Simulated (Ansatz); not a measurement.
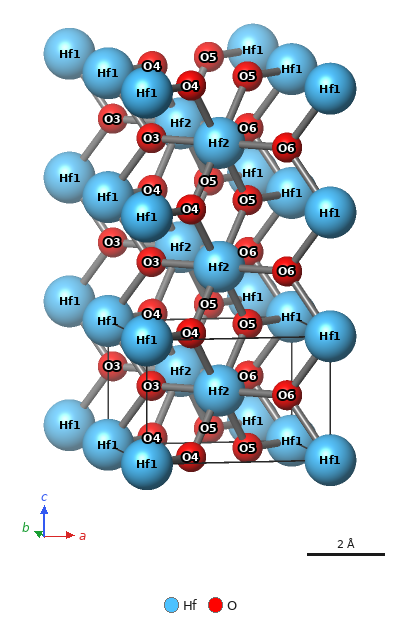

Fig. 1: The input geometry (ball-and-stick view of the cell of the calculation, repeated 1 × 2 × 3, seen slightly off an axis; atoms are numbered from 1 in the order of the input). An atom can appear more than once, as a periodic image.

**Geometry relaxation of HfO₂ (part 1 of 2)**

The run: geometry relaxation of HfO₂ (P4₂/mnm, 6 atoms in the cell). Method and program: DFT PBE, scalar-relativistic, plane waves, PAW, no spin polarisation (Ansatz 0.2.0).

The structure was made by a generator, so it may or may not be a known phase. Figures and captions count atoms from 1; the log counts them from 0 in places.

## What the program printed
```
Engine: ansatz 0.2.0, x86_64-unknown-linux-gnu
Pseudopotentials: kind: paw
Pseudopotential: Hf, paw, valence charge 26, recommended cutoff 420 eV (normal), Hf.paw.azcp
Pseudopotential: O, paw, valence charge 6, recommended cutoff 420 eV (normal), O.paw.azcp
Functional definition: PBE
  parameter kappa = 0.804
  parameter beta = 0.06672455060314922
  exchange = pbe_x(kappa = kappa, mu = beta*pi^2/3)
  correlation = pbe_c(beta = beta)
Crystal: 6 atoms, lattice volume = 77.010 Å³
Basis set: ecut = 420 eV, 1503 PW (Γ), exchange–correlation on 72×72×48 points (8 copies of the dense FFT grid, shifted against one another)
Bands: 46, of which v1, the nominal top of the filled ones, is band 38 counted from 1 (37 counted from 0)
Symmetry: 16 space group operations
Space group: P42/mnm (ITA 136), of the structure as read, at distance tolerance 4.3e-5 Å
k-points: 50 of 288
Non-local potential: Hf, projectors of the file, l = 0: 3, l = 1: 2, l = 2: 2, l = 3: 3
Non-local potential: O, projectors of the file, l = 0: 2, l = 1: 2, l = 2: 1
PAW form: soft (Blöchl's): semilocal exchange-correlation on the pseudo side does not see the compensation charge
PAW one-centre angular grid: Hf, 590 points (default); XC on 64 Gauss nodes
PAW one-centre angular grid: O, 110 points (default); XC on 64 Gauss nodes
Initial density: superposition of atomic densities (neutral atoms: chi_scale 0, normalization atom), corrected by the library's trained network
Initial wavefunctions: pseudopotential atomic-orbital guess
Functional: x = pbe(κ = 0.804, μ = 0.2195149727645171), c = pbe(β = 0.06672455060314922)
SCF iter   1: F=—  HF=-33723.205857 eV  |F-HF|=—  |Δ(HF+E_count)|=         —  Δρ=2.96e-3  dr2=5.64e-3  ethr=1.77e-3  ⟨swp⟩=5.7  Hψ=7340  notcnv=0
preconditioner: auto → Resta (q_TF=auto, 2.722 Å⁻¹)  ε∞=5.0  [insulator: Δε(μ)=3.934 eV  Ē_g=17.866 eV  σ=0.020 eV  W_gap=1.00  n_scr=30 (ndim 8)  ℏωp=35.9 eV  f_vac=0.094  D(μ)=0.00/eV (n_scr^D=0)  ε∞_Penn≈5.0]
SCF iter   2: F=—  HF=-33723.206110 eV  |F-HF|=—  |Δ(HF+E_count)|=   2.53e-4  Δρ=1.50e-3  dr2=1.25e-3  ethr=7.42e-6  ⟨swp⟩=2.0  Hψ=4515  notcnv=0  defer=86
SCF iter   3: F=—  HF=-33723.206259 eV  |F-HF|=—  |Δ(HF+E_count)|=   1.48e-4  Δρ=6.52e-4  dr2=3.38e-4  ethr=1.65e-6  ⟨swp⟩=2.0  Hψ=2797  notcnv=0  defer=86
SCF iter   4: F=—  HF=-33723.206310 eV  |F-HF|=—  |Δ(HF+E_count)|=   5.10e-5  Δρ=1.45e-4  dr2=1.29e-5  ethr=4.45e-7  ⟨swp⟩=2.0  Hψ=3930  notcnv=0  defer=86
SCF iter   5: F=—  HF=-33723.206209 eV  |F-HF|=—  |Δ(HF+E_count)|=   1.00e-4  Δρ=7.81e-5  dr2=3.29e-6  ethr=1.70e-8  ⟨swp⟩=2.0  Hψ=3910  notcnv=0  defer=86
SCF iter   6: F=—  HF=-33723.206210 eV  |F-HF|=—  |Δ(HF+E_count)|=   9.30e-7  Δρ=3.10e-5  dr2=6.69e-7  ethr=4.32e-9  ⟨swp⟩=2.1  Hψ=3503  notcnv=0  defer=86
SCF iter   7: F=-33723.206210 eV  HF=-33723.206210 eV  |F-HF|=1.58e-8  |Δ(HF+E_count)|=   4.29e-7  Δρ=6.78e-6  dr2=4.07e-8  ethr=1.32e-10  ⟨swp⟩=11.0  Hψ=17036  notcnv=0
SCF 1 converged in 7 iterations: F = -33723.206210 eV  dr2 = 4.07e-8
  greatest PAW one-centre occupation: 0.999 electrons in one spin orbital (limit 2), on the Hf atom at site 1 (counted from 0), in its partial waves of l = 0
relax step   1: F+E_penalty+E_count = -33723.20621049 eV  Δ(F+E_penalty+E_count) = +0.000e0 eV  max|allowed force component| = 6.628e-3 eV/Å  Δτ_max = 0.0000 Å  P = +0.250 GPa  Ω = 77.010 Å³  (7 SCF iters, dr2 threshold 1.00e-7 eV, accepted)
Crystal: 6 atoms, lattice volume = 77.134 Å³
Initial density: handed on by an earlier stage of this run
Initial wavefunctions: those handed on with the density
iter 1 solved again at ethr=7.44e-8 eV; its pass at ethr=3.10e-3 eV (dr2=5.65e-5 eV) is discarded
SCF iter   1: F=—  HF=-33723.205887 eV  |F-HF|=—  |Δ(HF+E_count)|=         —  Δρ=2.76e-4  dr2=4.52e-5  ethr=7.44e-8  ⟨swp⟩=2.6  Hψ=10395  notcnv=0
preconditioner: auto → Resta (q_TF=auto, 2.722 Å⁻¹)  ε∞=5.0  [insulator: Δε(μ)=3.895 eV  Ē_g=17.858 eV  σ=0.020 eV  W_gap=1.00  n_scr=30 (ndim 8)  ℏωp=35.9 eV  f_vac=0.097  D(μ)=0.00/eV (n_scr^D=0)  ε∞_Penn≈5.0]
SCF iter   2: F=—  HF=-33723.205777 eV  |F-HF|=—  |Δ(HF+E_count)|=   1.11e-4  Δρ=1.28e-4  dr2=1.24e-5  ethr=5.95e-8  ⟨swp⟩=2.0  Hψ=3411  notcnv=0
SCF iter   3: F=—  HF=-33723.205774 eV  |F-HF|=—  |Δ(HF+E_count)|=   2.21e-6  Δρ=5.80e-5  dr2=3.08e-6  ethr=1.63e-8  ⟨swp⟩=2.1  Hψ=2759  notcnv=0
SCF iter   4: F=-33723.205774 eV  HF=-33723.205774 eV  |F-HF|=1.06e-7  |Δ(HF+E_count)|=   3.62e-7  Δρ=1.59e-5  dr2=2.16e-7  ethr=3.82e-10  ⟨swp⟩=6.9  Hψ=16485  notcnv=0
SCF 2 converged in 4 iterations: F = -33723.205774 eV  dr2 = 2.16e-7
  greatest PAW one-centre occupation: 0.999 electrons in one spin orbital (limit 2), on the Hf atom at site 0 (counted from 0), in its partial waves of l = 0
relax step   2: F+E_penalty+E_count = -33723.20577418 eV  Δ(F+E_penalty+E_count) = +4.363e-4 eV  max|allowed force component| = 1.136e-2 eV/Å  Δτ_max = 0.0005 Å  P = -0.055 GPa  Ω = 77.134 Å³  energy of the carried Pulay correction = -5.396e-4 eV  (4 SCF iters, dr2 threshold 2.90e-7 eV, accepted)
Crystal: 6 atoms, lattice volume = 77.120 Å³
iter 1 solved again at ethr=3.58e-9 eV; its pass at ethr=3.10e-3 eV (dr2=2.72e-6 eV) is discarded
SCF iter   1: F=—  HF=-33723.205972 eV  |F-HF|=—  |Δ(HF+E_count)|=         —  Δρ=9.00e-5  dr2=2.25e-6  ethr=3.58e-9  ⟨swp⟩=3.0  Hψ=10613  notcnv=0
preconditioner: auto → Resta (q_TF=auto, 2.722 Å⁻¹)  ε∞=5.0  [insulator: Δε(μ)=3.901 eV  Ē_g=17.859 eV  σ=0.020 eV  W_gap=1.00  n_scr=30 (ndim 8)  ℏωp=35.9 eV  f_vac=0.097  D(μ)=0.00/eV (n_scr^D=0)  ε∞_Penn≈5.0]
SCF iter   2: F=—  HF=-33723.205872 eV  |F-HF|=—  |Δ(HF+E_count)|=   1.00e-4  Δρ=4.61e-5  dr2=6.37e-7  ethr=2.96e-9  ⟨swp⟩=2.0  Hψ=3061  notcnv=0
SCF iter   3: F=—  HF=-33723.205872 eV  |F-HF|=—  |Δ(HF+E_count)|=   1.61e-7  Δρ=1.67e-5  dr2=1.51e-7  ethr=8.38e-10  ⟨swp⟩=2.0  Hψ=3575  notcnv=0
SCF iter   4: F=-33723.205872 eV  HF=-33723.205872 eV  |F-HF|=9.90e-10  |Δ(HF+E_count)|=   3.07e-9  Δρ=3.15e-6  dr2=8.38e-9  ethr=2.17e-11  ⟨swp⟩=6.0  Hψ=15005  notcnv=0
SCF 3 converged in 4 iterations: F = -33723.205872 eV  dr2 = 8.38e-9
relax step   3: F+E_penalty+E_count = -33723.20587209 eV  Δ(F+E_penalty+E_count) = -9.790e-5 eV  max|allowed force component| = 3.548e-3 eV/Å  Δτ_max = 0.0006 Å  P = -0.020 GPa  Ω = 77.120 Å³  energy of the carried Pulay correction = -4.756e-4 eV  (4 SCF iters, dr2 threshold 1.65e-8 eV, accepted)
Crystal: 6 atoms, lattice volume = 77.115 Å³
iter 1 solved again at ethr=7.59e-10 eV; its pass at ethr=3.10e-3 eV (dr2=5.77e-7 eV) is discarded
SCF iter   1: F=—  HF=-33723.205996 eV  |F-HF|=—  |Δ(HF+E_count)|=         —  Δρ=2.55e-5  dr2=5.90e-7  ethr=7.59e-10  ⟨swp⟩=2.0  Hψ=9895  notcnv=0
preconditioner: auto → Resta (q_TF=auto, 2.722 Å⁻¹)  ε∞=5.0  [insulator: Δε(μ)=3.902 eV  Ē_g=17.860 eV  σ=0.020 eV  W_gap=1.00  n_scr=30 (ndim 8)  ℏωp=35.9 eV  f_vac=0.097  D(μ)=0.00/eV (n_scr^D=0)  ε∞_Penn≈5.0]
SCF iter   2: F=—  HF=-33723.205895 eV  |F-HF|=—  |Δ(HF+E_count)|=   1.01e-4  Δρ=1.40e-5  dr2=2.03e-7  ethr=7.59e-10  ⟨swp⟩=2.1  Hψ=2939  notcnv=0
SCF iter   3: F=—  HF=-33723.205895 eV  |F-HF|=—  |Δ(HF+E_count)|=   6.61e-8  Δρ=6.24e-6  dr2=2.58e-8  ethr=2.67e-10  ⟨swp⟩=2.7  Hψ=4048  notcnv=0
SCF iter   4: F=-33723.205895 eV  HF=-33723.205895 eV  |F-HF|=2.91e-10  |Δ(HF+E_count)|=   9.87e-9  Δρ=1.54e-6  dr2=1.88e-9  ethr=8.70e-12  ⟨swp⟩=7.1  Hψ=13583  notcnv=0
SCF 4 converged in 4 iterations: F = -33723.205895 eV  dr2 = 1.88e-9
relax step   4: F+E_penalty+E_count = -33723.20589498 eV  Δ(F+E_penalty+E_count) = -2.289e-5 eV  max|allowed force component| = 7.696e-4 eV/Å  Δτ_max = 0.0002 Å  P = +0.001 GPa  Ω = 77.115 Å³  energy of the carried Pulay correction = -4.555e-4 eV  (4 SCF iters, dr2 threshold 6.61e-9 eV, accepted)
Initial wavefunctions: pseudopotential atomic-orbital guess (no wavefunctions were taken with the density)
iter 1 solved again at ethr=1.59e-7 eV; its pass at ethr=3.10e-3 eV (dr2=1.21e-4 eV) is discarded
SCF iter   1: F=—  HF=-33723.206470 eV  |F-HF|=—  |Δ(HF+E_count)|=         —  Δρ=1.43e-5  dr2=2.57e-8  ethr=1.59e-7  ⟨swp⟩=3.1  Hψ=13770  notcnv=0
eigensolver tolerance schedule: the retry pair's looser diagonalisation over-reported the residual by 4688.12 of it (diagonalisation noise at 0.32 of the residual, at the tolerance the schedule requests for it); recorded, not acted on — ethr = c·dr2/N_el stays at c = 1.0e-1
SCF iter   2: F=—  HF=-33723.206367 eV  |F-HF|=—  |Δ(HF+E_count)|=   1.03e-4  Δρ=7.04e-6  dr2=9.32e-9  ethr=3.38e-11  ⟨swp⟩=3.3  Hψ=5686  notcnv=0
SCF iter   3: F=—  HF=-33723.206367 eV  |F-HF|=—  |Δ(HF+E_count)|=   1.01e-8  Δρ=3.55e-6  dr2=1.58e-9  ethr=1.23e-11  ⟨swp⟩=2.0  Hψ=3442  notcnv=0
SCF iter   4: F=—  HF=-33723.206367 eV  |F-HF|=—  |Δ(HF+E_count)|=   4.15e-9  Δρ=3.39e-7  dr2=1.12e-10  ethr=2.08e-12  ⟨swp⟩=2.0  Hψ=3800  notcnv=0
SCF iter   5: F=-33723.206367 eV  HF=-33723.206367 eV  |F-HF|=2.91e-11  |Δ(HF+E_count)|=  1.46e-11  Δρ=2.08e-7  dr2=4.68e-11  ethr=1.00e-12  ⟨swp⟩=6.0  Hψ=11148  notcnv=0
SCF 5 converged in 5 iterations: F = -33723.206367 eV  dr2 = 4.68e-11
relax step   5: F+E_penalty+E_count = -33723.20636676 eV  Δ(F+E_penalty+E_count) = -4.718e-4 eV  max|allowed force component| = 7.957e-4 eV/Å  Δτ_max = 0.0000 Å  P = +0.011 GPa  Ω = 77.115 Å³  stress off target by 1.96e-2 GPa  SCF on the basis re-selected at this cell (its energy is not comparable with the rows above)  (5 SCF iters)
```

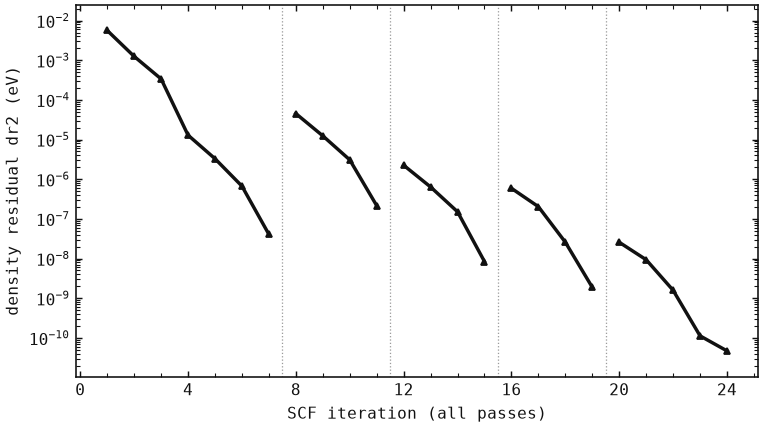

Fig. 2: Convergence of the self-consistent field: density residual dr2 against the SCF iteration. The dotted lines part the SCF passes of the relaxation: geometry steps, rejected trials and re-solves on a re-selected basis. The 5 passes take 4 to 7 iterations each, 24 in all.

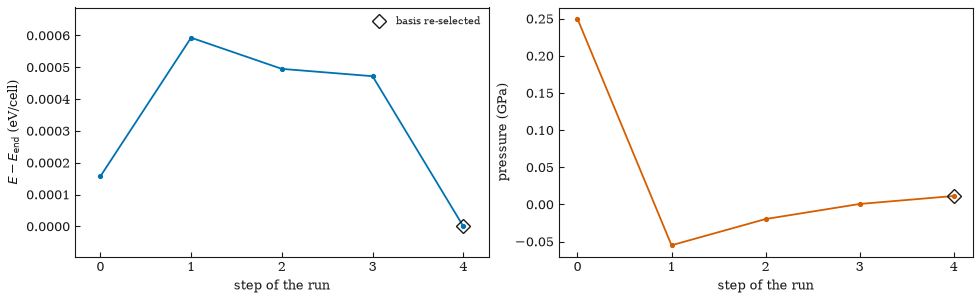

Fig. 3: Progress of the relaxation, step by step (the first geometry is step 0 here and step 1 in the log). The energy rises by 0.3 meV per cell of the calculation in 3 geometry steps. The largest force component goes from 0.0066 to 0.0008 eV/Å. Pressure: 0.25 GPa at the start and 0.01 GPa at the end. The atoms keep their places relative to the cell (all moves are under 0.005 Å). Cell: a = b 4.876 → 4.880 Å (+0.1 %), c 3.239 → 3.238 Å (0.0 %). Volume +0.1 %. The space group stays P4_2/mnm (No. 136). A last SCF at the same geometry on a re-selected plane-wave basis shifts the energy by −0.5 meV per cell of the calculation. (Atoms are counted from 1 in the order of the input.)

```
basis re-selected at this cell: Δ(F+E_penalty+E_count) = -4.718e-4 eV, ΔP = +0.011 GPa vs the last step (what re-selecting the basis moved, of the pressure what is left beyond the Pulay correction that the steps carried, after the strain that the cell walked since its last selection, with what the two solves' SCF thresholds leave and, on support functions, any second-order correction that the steps lacked; it is no measure of the basis error at this ecutwfc). This SCF's stress stands 1.96e-2 GPa from its target on what of the cell is left free (relax.cell.stress_tol is 5.00e-2 GPa) and its largest allowed force component is 7.96e-4 eV/Å (relax.f_tol is 1.00e-2 eV/Å): within both
SCF converged after 5 iterations
Free energy (F): -33723.206367 eV
Harris-Foulkes:  -33723.206367 eV  (|F-HF|=2.91e-11)
Internal energy: -33723.206367 eV  (E = F + TS)
E sigma→0 (E₀):  -33723.206367 eV
Fermi energy:    13.988648 eV
--- Per-component energies (eV) ---
  E_band       = -157.624581
  E_kinetic    = 1539.200514
  E_local      = -13152.268509  (includes V_loc(G=0)·N_el)
  E_nonlocal   = -2293.917059
  E_hartree    = 5974.825733
  E_xc         = -893.857060
  E_vxc        = -907.084148  (∫ρ·V_xc dr)
  E_paw        = -14486.846770  (= ΣΔE_a)
  E_vpaw       = 2706.783330  (= ΣTr[D̂ρ^β])
  E_aug_tail   = 0.009949  (compensation charges beyond the density's cutoff)
  E_ewald      = -10410.353166
  E_smearing   = -0.000000  (= −TS)
  E_closure    = 0.000000  (closes the sum)
  Σ components = -33723.206367   (vs F -33723.206367, Δ=0.00e0)
```
